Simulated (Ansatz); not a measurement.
A series of calculations on Al32H

## 1. Relaxation

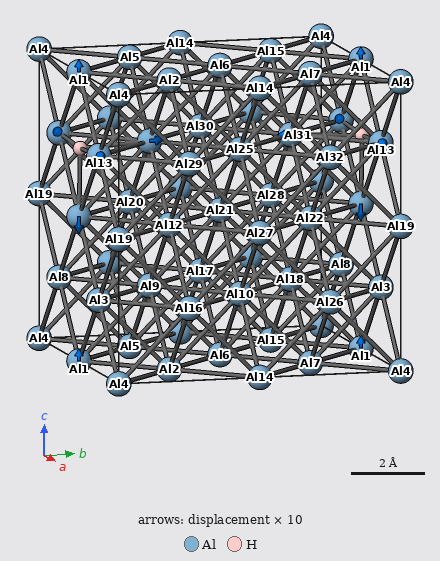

A relaxation of a defect cell of composition Al32H. The starting structure is drawn; blue arrows show the displacements, magnified 10 times.

Style: ball-and-stick. Shown: the cell of the calculation, slightly off an axis.

It is an interstitial H in fcc Al. The run prepares the start of a later molecular dynamics calculation, from a guessed geometry.

The calculation used DFT PBE, scalar-relativistic, plane waves, PAW in Ansatz 0.2.0. (plane-wave cutoff 420 eV; k-point mesh 2 × 2 × 2; occupations fermi dirac; smearing width 0.15 eV; no spin polarisation; atoms relaxed in a fixed cell; force threshold 0.08 eV/Å; at most 25 steps)

Describe the change and its energy.

The energy falls by 40.2 meV per cell of the calculation in 1 accepted move (2 points after the start). The largest force component goes from 0.45 to 0.062 eV/Å. 1 step only repeated the SCF at the same geometry. The atom that moves furthest is an Al atom (0.051 Å along −c). H stays in place. The lattice vectors keep their values. Some distances before and after: Al–Al 2.864 → 2.930 Å, Al–H 1.908 → 1.960 Å, Al–H 1.995 → 2.038 Å, Al–H 2.031 → 2.071 Å. The run took 16 s on 2 threads of Intel(R) Xeon(R) Platinum 8488C (Sapphire Rapids), with other jobs on the host, peak memory 1.1 GiB.

Limits of the set-up: the k-point mesh is coarse for a cell with partly filled bands; the program's low-accuracy preset was used; the periodic images lie only 8.1 Å apart, so the values are limited by the cell's size.

## 2. Dynamics

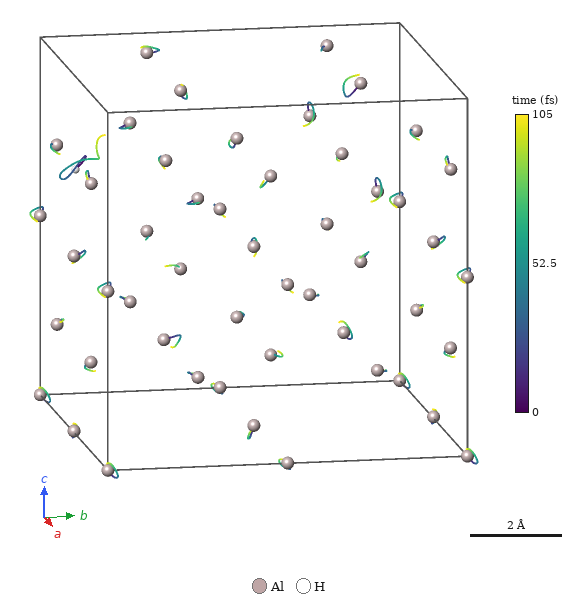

First-principles dynamics of Al with an interstitial H (33 atoms in the cell), 105 fs long. Lines trace each atom's path, coloured by time; spheres stand at the starting positions. Seen slightly off an axis in the simulation cell.

Method: Ansatz 0.2.0, DFT PBE, scalar-relativistic, plane waves, PAW. Settings: plane-wave cutoff 420 eV; k-point mesh 2 × 2 × 2; Fermi-Dirac smearing 0.15 eV; low-accuracy preset; Nosé-Hoover thermostat (NVT); set temperature 1200 K; time step 0.75 fs; thermostat time 100.0 fs.

**What do the traces tell about the motion?**

Root-mean-square distances from the starting positions over the second half, with the common drift of all atoms taken out: H 0.87 Å, Al 0.24 Å. The run lasts only 105 fs, too short to tell vibration from diffusion. The conserved quantity stays between −0.00048 and 0.032 meV per atom of its start. A straight-line fit has a slope that amounts to +0.012 meV per atom over 105 fs (under 0.1 % of the mean kinetic energy), and the ripple about it is under 0.1 % of the kinetic energy's fluctuation. With a drift under 2 % and a ripple under 7 %, the integration is accurate.

Limits of the set-up: the k-point mesh is coarse for a cell with partly filled bands; the program's low-accuracy preset was used; the periodic images lie only 8.1 Å apart, so the values are limited by the cell's size.

The run took 9.4 min on 2 threads of Intel(R) Xeon(R) Platinum 8488C (Sapphire Rapids), on a shared host, peak memory 1.2 GiB.

## 3. Dynamics

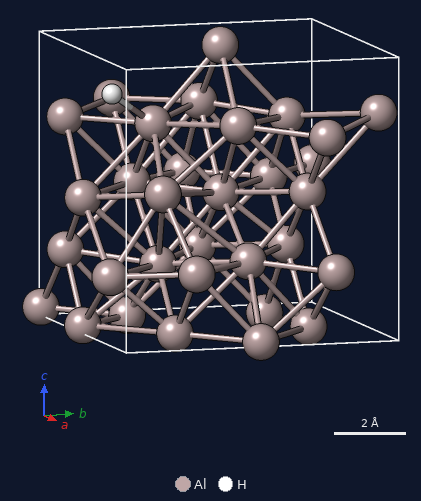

Starting frame of a dynamics run of Al with an interstitial H (33 atoms in the cell). It starts from the last geometry of an earlier run, with fresh velocities. The picture is a ball-and-stick view of the simulation cell, seen slightly off an axis. Bonds to atoms that aren't drawn are left out.

Computed with DFT PBE, scalar-relativistic, plane waves, PAW (Ansatz 0.2.0).

Input
```yaml
accuracy: low
crystal:
  lattice:
    - [8.1, 0.0, 0.0]
    - [0.0, 8.1, 0.0]
    - [0.0, 0.0, 8.1]
  atoms:
    - { symbol: Al, position: [0.46470608, 0.00643025, 0.0208036] }
    - { symbol: Al, position: [0.75823553, 0.25065168, 0.02139128] }
    - { symbol: Al, position: [0.76012577, 0.01236401, 0.23037528] }
    - { symbol: Al, position: [0.01577405, -0.00367755, 0.025427] }
    - { symbol: Al, position: [0.26062544, 0.23400816, 0.01892329] }
    - { symbol: Al, position: [0.50914632, 0.49621869, -0.00456556] }
    - { symbol: Al, position: [0.70747916, 0.75694441, 0.01745002] }
    - { symbol: Al, position: [0.26620681, 0.00588276, 0.26223757] }
    - { symbol: Al, position: [0.49374537, 0.27303311, 0.23040463] }
    - { symbol: Al, position: [0.75230793, 0.52169183, 0.26385857] }
    - { symbol: Al, position: [0.49875149, -0.00377665, 0.47632916] }
    - { symbol: Al, position: [0.7588723, 0.20621192, 0.51418779] }
    - { symbol: Al, position: [0.80186294, -0.01629523, 0.77491896] }
    - { symbol: Al, position: [-0.00687097, 0.49082283, 0.01286367] }
    - { symbol: Al, position: [0.23501626, 0.74611849, 0.00240252] }
    - { symbol: Al, position: [-0.02674089, 0.26153436, 0.2583584] }
    - { symbol: Al, position: [0.2245666, 0.50440869, 0.24895829] }
    - { symbol: Al, position: [0.5022679, 0.73890663, 0.28215265] }
    - { symbol: Al, position: [0.01336264, -0.00724131, 0.4897969] }
    - { symbol: Al, position: [0.24328937, 0.25751954, 0.48786216] }
    - { symbol: Al, position: [0.49537678, 0.50290192, 0.47351683] }
    - { symbol: Al, position: [0.75375763, 0.73839457, 0.50071472] }
    - { symbol: Al, position: [0.25127038, 0.0094427, 0.728999] }
    - { symbol: Al, position: [0.48180075, 0.25868851, 0.72546439] }
    - { symbol: Al, position: [0.76340071, 0.48113468, 0.74459478] }
    - { symbol: Al, position: [-0.01194973, 0.76833356, 0.24585817] }
    - { symbol: Al, position: [0.01509175, 0.51448339, 0.48307465] }
    - { symbol: Al, position: [0.24961301, 0.75771491, 0.48586483] }
    - { symbol: Al, position: [0.00375431, 0.2595764, 0.75074335] }
    - { symbol: Al, position: [0.25199322, 0.50125413, 0.76246711] }
    - { symbol: Al, position: [0.51387077, 0.73945245, 0.73640264] }
    - { symbol: Al, position: [-0.00424898, 0.73431369, 0.7237761] }
    - { symbol: H, position: [0.59491879, 0.0716157, 0.8521703] }
basis:
  ecutwfc: 420.0
kpoints:
  mp_grid: { grid: [2, 2, 2] }
hamiltonian:
  xc: pbe
scf:
  occupations: { method: fermi_dirac, width: 0.15 }
  lower_state_search: "off"
md:
  timestep: 0.5
  n_steps: 210
  ensemble: nvt_langevin
  temperature: 1680.0
  initial_velocities: maxwell_boltzmann
  seed: 527954
  friction: 0.02
```

Command:
```bash
ansatz run input.yaml --threads 2 --pin off --max-ram 5120MiB --backend cpu --events-out ev --progress --plain --runs-dir out
```

**What does the trajectory do?**

The mean temperature in the second half is 1567 K (standard deviation 134 K). The potential energy in the second half lies on average 110 meV per atom above the first frame. Root-mean-square distances from the starting positions over the second half, with the common drift of all atoms taken out: H 1.00 Å, Al 0.44 Å. The run lasts only 105 fs, too short to tell vibration from diffusion.

Along the run (each row but the first and the last is the mean over the interval that it begins):

```json
{"time (fs)": "0.0", "potential energy (meV/atom)": "0.0", "T (K)": "1629"}
{"time (fs)": "10.5", "potential energy (meV/atom)": "43.3", "T (K)": "1572"}
{"time (fs)": "21.0", "potential energy (meV/atom)": "89.9", "T (K)": "1377"}
{"time (fs)": "31.5", "potential energy (meV/atom)": "117.1", "T (K)": "1240"}
{"time (fs)": "42.0", "potential energy (meV/atom)": "108.7", "T (K)": "1405"}
{"time (fs)": "52.5", "potential energy (meV/atom)": "110.2", "T (K)": "1520"}
{"time (fs)": "63.0", "potential energy (meV/atom)": "122.2", "T (K)": "1572"}
{"time (fs)": "73.5", "potential energy (meV/atom)": "113.8", "T (K)": "1563"}
{"time (fs)": "84.0", "potential energy (meV/atom)": "111.3", "T (K)": "1421"}
{"time (fs)": "94.5", "potential energy (meV/atom)": "94.4", "T (K)": "1751"}
{"time (fs)": "105.0", "potential energy (meV/atom)": "103.3", "T (K)": "1724"}
```

The paths of the atoms:

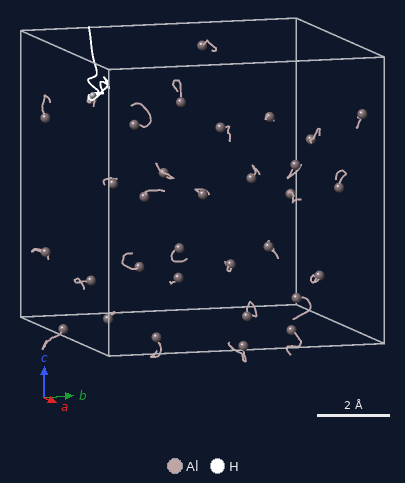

Limits of the set-up: the k-point mesh is coarse for a cell with partly filled bands; the program's low-accuracy preset was used; the periodic images lie only 8.1 Å apart, so the values are limited by the cell's size.
